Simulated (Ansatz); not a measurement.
## Single-point calculation of NiSi

System: NiSi (Pmmn, 4 atoms in the cell).
Method: DFT, PBE, PAW with Ansatz's default frozen-core files, scalar-relativistic, no spin polarisation (Ansatz 0.2.0).

The structure derives from an entry of the Crystallography Open Database. Its volume is 0.92 times that of the source entry. It belongs to a series of runs on one base structure; here: volume scaled by 0.92, no spin polarisation, PAW files. Figures and captions count atoms from 1; the log counts them from 0 in places.

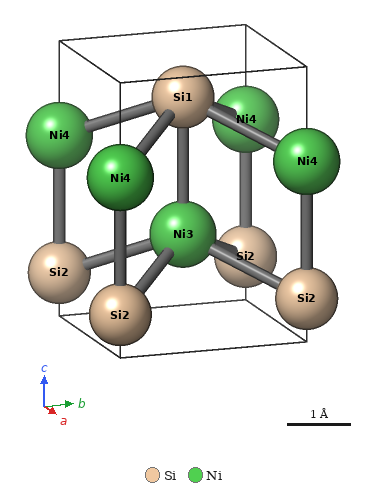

*The structure as given in the input (ball-and-stick view of the cell of the calculation, seen slightly off an axis; atoms are numbered from 1 in the order of the input).*

Near neighbours in the crystal (not all of them lie inside the picture): Si has 6 Ni at 2.28 to 2.33 Å; Ni has 6 Si at 2.28 to 2.33 Å.

## Results in brief

| quantity | value |
| --- | --- |
| outcome | converged |
| space group (tolerance 0.01 Å) | Pmmn (59) |
| electrons treated | 44 |
| free energy | −12952.6497 eV |
| Fermi energy | 17.402 eV |
| pressure | 20.02 GPa |
| largest force (length of the vector) | 0.302 eV/Å |
| hardware | 2 threads of Arm Neoverse N1, 54 GiB of memory available, shared host |
| wall time | 11 s (CPU time 22 s) |
| peak memory | 0.41 GiB |

## Notes

The run has no spin polarisation, so a magnetic state may lie lower. The cell is under a pressure of 20 GPa at this level, so it is not at its equilibrium volume.

## Input file
```yaml
crystal:
  lattice:
    - [2.9436567932, 0.0, 0.0]
    - [0.0, 3.1837695226, 0.0]
    - [0.0, 0.0, 4.5689888843]
  atoms:
    - { symbol: Si, position: [0.5, 0.5, 0.8423] }
    - { symbol: Si, position: [0.0, 0.0, 0.1577] }
    - { symbol: Ni, position: [0.5, 0.5, 0.34422] }
    - { symbol: Ni, position: [0.0, 0.0, 0.65578] }
kpoints:
  mp_grid: { grid: [11, 10, 7] }
scf:
  occupations: { method: fermi_dirac, width: 0.08 }
  lower_state_search: "off"
hamiltonian:
  xc: pbe
  pseudopotentials: { kind: paw }
output:
  forces: true
  stress: true
  eigenvalues: true
  write_density: true
  write_potential: true
  elf: true
  volumetric_format: npy
```

Launch command:
```bash
ansatz run input.yaml --threads 2 --pin off --max-ram 6144MiB --backend cpu --events-out ev --progress --plain --runs-dir out
```

## Output
```
Engine: ansatz 0.2.0, aarch64-unknown-linux-gnu
Pseudopotentials: kind: paw
Pseudopotential: Si, paw, valence charge 4, recommended cutoff 420 eV (normal), Si.paw.azcp
Pseudopotential: Ni, paw, valence charge 18, recommended cutoff 420 eV (normal), Ni.paw.azcp
Functional definition: PBE
  parameter kappa = 0.804
  parameter beta = 0.06672455060314922
  exchange = pbe_x(kappa = kappa, mu = beta*pi^2/3)
  correlation = pbe_c(beta = beta)
Crystal: 4 atoms, lattice volume = 42.820 Å³
Basis set: ecut = 420 eV, 841 PW (Γ), exchange–correlation on 40×48×64 points (8 copies of the dense FFT grid, shifted against one another)
Bands: 27, of which v1, the nominal top of the filled ones, is band 22 counted from 1 (21 counted from 0)
Symmetry: 8 space group operations
Space group: Pmmn (ITA 59), of the structure as read, at distance tolerance 3.5e-5 Å
k-points: 144 of 770
Non-local potential: Si, projectors of the file, l = 0: 2, l = 1: 2, l = 2: 2
Non-local potential: Ni, projectors of the file, l = 0: 3, l = 1: 2, l = 2: 3, l = 3: 1
PAW form: soft (Blöchl's): semilocal exchange-correlation on the pseudo side does not see the compensation charge
PAW one-centre angular grid: Si, 110 points (default); XC on 64 Gauss nodes
PAW one-centre angular grid: Ni, 590 points (default); XC on 64 Gauss nodes
Initial density: superposition of atomic densities (neutral atoms: chi_scale 0, normalization atom), corrected by the library's trained network
Initial wavefunctions: pseudopotential atomic-orbital guess
Functional: x = pbe(κ = 0.804, μ = 0.2195149727645171), c = pbe(β = 0.06672455060314922)
SCF iter   1: F=—  HF=-12952.651022 eV  |F-HF|=—  |Δ(HF+E_count)|=         —  Δρ=5.25e-3  dr2=7.03e-3  ethr=1.77e-3  ⟨swp⟩=5.3  Hψ=16410  notcnv=0
preconditioner: auto → Kerker (q_TF=auto, 2.741 Å⁻¹)  [metal: Δε(μ)=0.016 eV  Ē_g=8.027 eV  σ=0.080 eV  W_gap=0.05  n_scr=14 (ndim 8)  ℏωp=30.0 eV  f_vac=0.000  D(μ)=1.16/eV (n_scr^D=6)]
SCF iter   2: F=—  HF=-12952.650143 eV  |F-HF|=—  |Δ(HF+E_count)|=   8.79e-4  Δρ=2.42e-3  dr2=1.69e-3  ethr=1.60e-5  ⟨swp⟩=2.0  Hψ=6631  notcnv=0
SCF iter   3: F=—  HF=-12952.649840 eV  |F-HF|=—  |Δ(HF+E_count)|=   3.03e-4  Δρ=9.73e-4  dr2=3.63e-4  ethr=3.84e-6  ⟨swp⟩=2.4  Hψ=5831  notcnv=0
SCF iter   4: F=—  HF=-12952.649770 eV  |F-HF|=—  |Δ(HF+E_count)|=   6.99e-5  Δρ=1.98e-4  dr2=2.16e-5  ethr=8.24e-7  ⟨swp⟩=2.6  Hψ=5750  notcnv=0
SCF iter   5: F=—  HF=-12952.649734 eV  |F-HF|=—  |Δ(HF+E_count)|=   3.62e-5  Δρ=5.70e-5  dr2=1.22e-6  ethr=4.90e-8  ⟨swp⟩=2.0  Hψ=5677  notcnv=0
SCF iter   6: F=—  HF=-12952.649734 eV  |F-HF|=—  |Δ(HF+E_count)|=   8.66e-8  Δρ=2.48e-5  dr2=2.63e-7  ethr=2.77e-9  ⟨swp⟩=2.4  Hψ=6615  notcnv=0
SCF iter   7: F=-12952.649734 eV  HF=-12952.649734 eV  |F-HF|=3.20e-9  |Δ(HF+E_count)|=   3.54e-8  Δρ=4.79e-6  dr2=6.13e-9  ethr=2.27e-10  ⟨swp⟩=8.7  Hψ=24917  notcnv=0
SCF 1 converged in 7 iterations: F = -12952.649734 eV  dr2 = 6.13e-9
  greatest PAW one-centre occupation: 1.001 electrons in one spin orbital (limit 2), on the Ni atom at site 3 (counted from 0), in its partial waves of l = 1
```

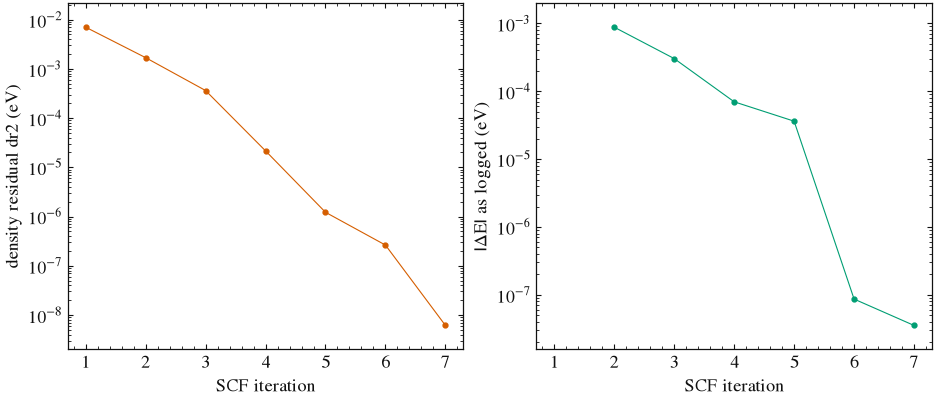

*Convergence of the self-consistent field: density residual dr2 and size of the energy change against the SCF iteration.*

The residual falls at every step.

```
SCF converged after 7 iterations
Free energy (F): -12952.649734 eV
Harris-Foulkes:  -12952.649734 eV  (|F-HF|=3.20e-9)
Internal energy: -12952.625656 eV  (E = F + TS)
E sigma→0 (E₀):  -12952.637695 eV
Entropy (-TS):   -0.024078 eV (-6.019 meV/atom)
Fermi energy:    17.402386 eV
--- Per-component energies (eV) ---
  E_band       = -552.468458
  E_kinetic    = 664.975830
  E_local      = -8720.033880  (includes V_loc(G=0)·N_el)
  E_nonlocal   = 1320.403151
  E_hartree    = 3781.350558
  E_xc         = -288.419484
  E_vxc        = -323.620745  (∫ρ·V_xc dr)
  E_paw        = -4285.652825  (= ΣΔE_a)
  E_vpaw       = -1056.899754  (= ΣTr[D̂ρ^β])
  E_aug_tail   = 0.001017  (compensation charges beyond the density's cutoff)
  E_ewald      = -5425.250024
  E_smearing   = -0.024078  (= −TS)
  E_closure    = 0.000000  (closes the sum)
  Σ components = -12952.649734   (vs F -12952.649734, Δ=0.00e0)
--- Forces (eV/Å), atoms counted from 1 ---
  atom   1  Si     0.00000000     0.00000000     0.30193225
  atom   2  Si     0.00000000     0.00000000    -0.30193225
  atom   3  Ni     0.00000000     0.00000000     0.07647120
  atom   4  Ni     0.00000000    -0.00000000    -0.07647120
  max |Σ_I F_I| component: 0.00e0 eV/Å
--- Stress (GPa, compression-positive) ---
       16.758254       0.000000      -0.000000
        0.000000      18.718155       0.000000
       -0.000000       0.000000      24.584985
  P = ⅓ Tr σ = 20.0205 GPa (200.205 kbar)
--- Band table (eV; the first three rows and the last of 144) ---
  k-point 0: bands = ["-86.7975", "-86.7845", "-47.3342", "-47.2986", "-47.2030", "-47.1544", "-47.1274", "-47.0877", "2.7868", "8.8482", "10.4064", "12.7183", "13.4864", "14.0828", "14.2395", "14.4140", "14.4890", "14.5461", "14.8353", "15.2432", "15.2611", "16.2150", "18.2048", "20.7240", "22.7627", "23.1792", "24.7459"]
  k-point 1: bands = ["-86.7974", "-86.7845", "-47.3341", "-47.2988", "-47.2030", "-47.1544", "-47.1273", "-47.0877", "2.9060", "8.1464", "10.8155", "12.7648", "13.4541", "14.0880", "14.2486", "14.4181", "14.4287", "14.5011", "14.7529", "15.2329", "15.7320", "16.5620", "18.4601", "20.6589", "22.4222", "22.7065", "24.1182"]
  k-point 2: bands = ["-86.7974", "-86.7844", "-47.3340", "-47.2993", "-47.2029", "-47.1545", "-47.1273", "-47.0878", "3.2301", "7.0398", "11.2567", "12.8758", "13.3746", "14.1049", "14.2363", "14.2699", "14.2969", "14.4968", "14.5831", "15.2091", "17.1772", "17.3775", "19.1286", "20.5108", "21.1000", "22.5859", "22.9268"]
  k-point 143: bands = ["-86.7897", "-86.7897", "-47.3149", "-47.3149", "-47.1950", "-47.1950", "-47.1129", "-47.1129", "9.4544", "9.4544", "10.3671", "10.3671", "12.2588", "12.2588", "13.3402", "13.3402", "14.2865", "14.2865", "15.2024", "15.2024", "15.7122", "15.7122", "17.1320", "17.1320", "18.7004", "18.7004", "25.2362"]
```

## File rho_z.tsv
```
# z_ang	rho[e/angstrom^3]
# format = ansatz-planar-average/11
# lattice	2.943656793	0.000000000	0.000000000
# lattice	0.000000000	3.183769523	0.000000000
# lattice	0.000000000	0.000000000	4.568988884
# sites	4
# site	14	1.471828397	1.591884761	3.848459337
# site	14	0.000000000	0.000000000	0.720529547
# site	28	1.471828397	1.591884761	1.572737354
# site	28	0.000000000	0.000000000	2.996251531
0.000000	3.430809e-1
0.142781	3.395322e-1
0.285562	3.323985e-1
0.428343	3.286177e-1
0.571124	3.367962e-1
0.713905	3.649803e-1
0.856685	4.382296e-1
0.999466	6.113100e-1
1.142247	9.803418e-1
1.285028	1.632093e0
1.427809	2.410167e0
1.570590	2.782871e0
1.713371	2.393072e0
1.856152	1.590320e0
1.998933	9.242193e-1
2.141714	5.706912e-1
2.284494	4.673010e-1
2.427275	5.706912e-1
2.570056	9.242193e-1
2.712837	1.590320e0
2.855618	2.393072e0
2.998399	2.782871e0
3.141180	2.410167e0
3.283961	1.632093e0
3.426742	9.803418e-1
3.569523	6.113100e-1
3.712303	4.382296e-1
3.855084	3.649803e-1
3.997865	3.367962e-1
4.140646	3.286177e-1
4.283427	3.323985e-1
4.426208	3.395322e-1
```

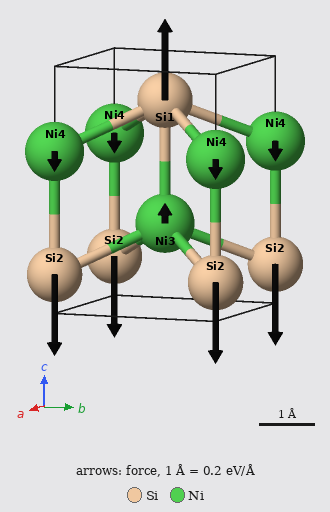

*Forces on the atoms as black arrows (ball-and-stick view of the cell of the calculation, seen slightly off an axis; atoms are numbered from 1 in the order of the input).*

The largest act on Si1, Si2 (0.30 eV/Å). The geometry is not a stationary point of this energy.

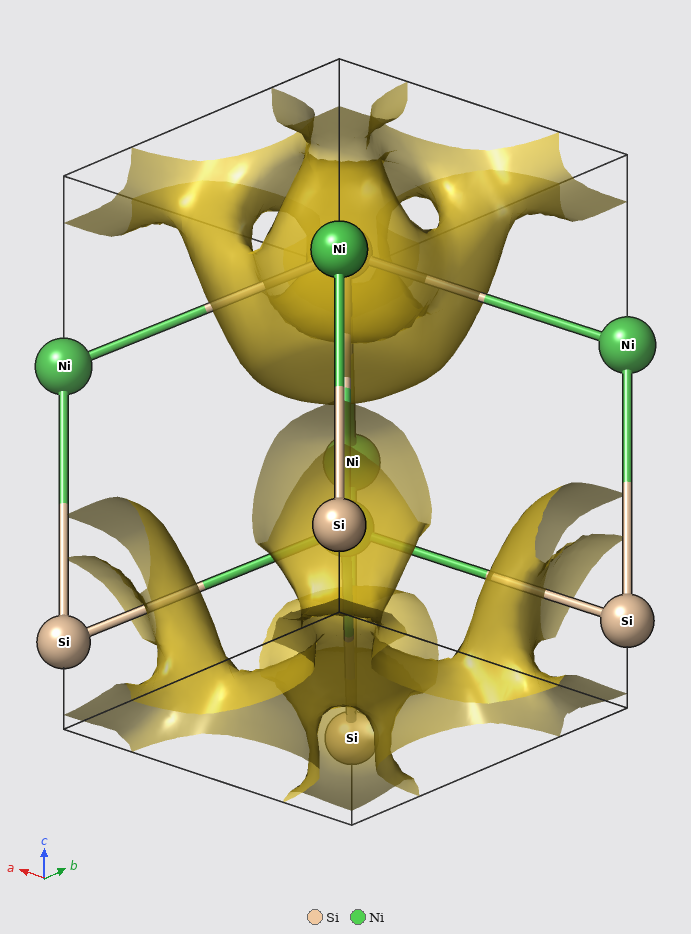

*Isosurface of the electron localisation function at 0.55 (yellow), seen at an oblique angle. Only the valence region is drawn (cores and ρ < 0.01 e/Å³ removed). Sticks mark near contacts. The outline is the cell set on symmetry axes.*

Values along the shortest contacts: Si–Ni (2.28 Å): the ELF is about 0.45 at the midpoint. Si–Ni (2.33 Å): the ELF is about 0.50 at the midpoint. The fields are those of the smooth PAW valence density.

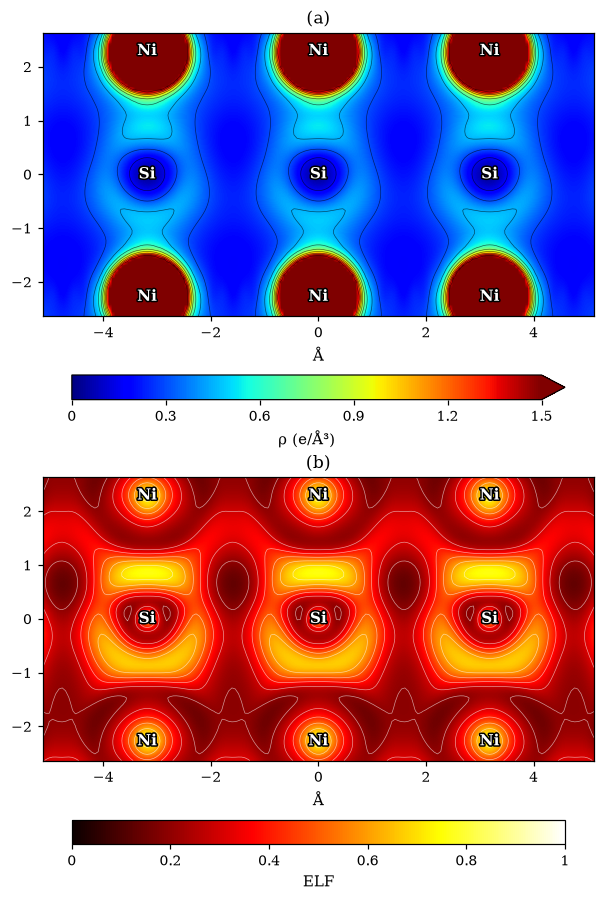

*(a) valence pseudo-density; (b) electron localisation function on the (100) plane of the conventional cell.*

The plane passes through Si and Ni nuclei. Si–Ni (2.29 Å): ρ at the midpoint is about 0.51 e/Å³; the ELF is about 0.50 at the midpoint. Away from the nuclei the density in this plane falls to 0.17 e/Å³ at its lowest. The strong features right at Ni lie inside the PAW spheres (semicore, d or f shells) and say nothing about bonding.
